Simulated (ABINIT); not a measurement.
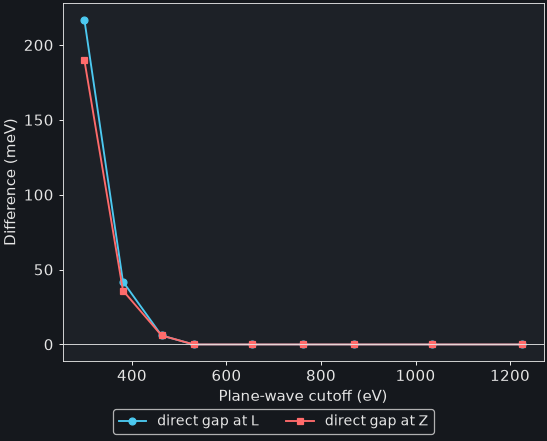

Gaps of PbS, space group R3m (No. 160), 2 atoms in the primitive cell (a = 4.225 Å, c = 10.356 Å (hexagonal axes)) as the plane-wave cutoff is raised, all else fixed. The plot shows differences from the last run. In reduced coordinates of the cell that was run, L is (0.5, 0, 0) and Z is (0.5, 0.5, 0.5). Method: PBEsol, PseudoDojo NC SR PBEsol v0.4.1 standard, no spin polarisation, no spin-orbit coupling, 8×8×8 k mesh, Gaussian smearing of 0.05 eV (ABINIT).

**How well are these gaps converged with the plane-wave cutoff?**

The direct gap at L starts +217 meV from the last run and stays within 10 meV of it from 462.6 eV on. The direct gap at Z starts +190 meV from the last run and stays within 10 meV of it from 462.6 eV on.

| plane-wave cutoff | direct gap at L (eV) | direct gap at Z (eV) |
| --- | --- | --- |
| 299.3 eV | 0.577 | 0.630 |
| 381 eV | 0.402 | 0.476 |
| 462.6 eV | 0.366 | 0.446 |
| 530.6 eV | 0.360 | 0.440 |
| 653.1 eV | 0.360 | 0.440 |
| 761.9 eV | 0.360 | 0.440 |
| 870.8 eV | 0.360 | 0.440 |
| 1034 eV | 0.360 | 0.440 |
| 1225 eV | 0.360 | 0.440 |

Spin-orbit coupling is left out, which matters for Pb. The usual form of PbS is rocksalt.
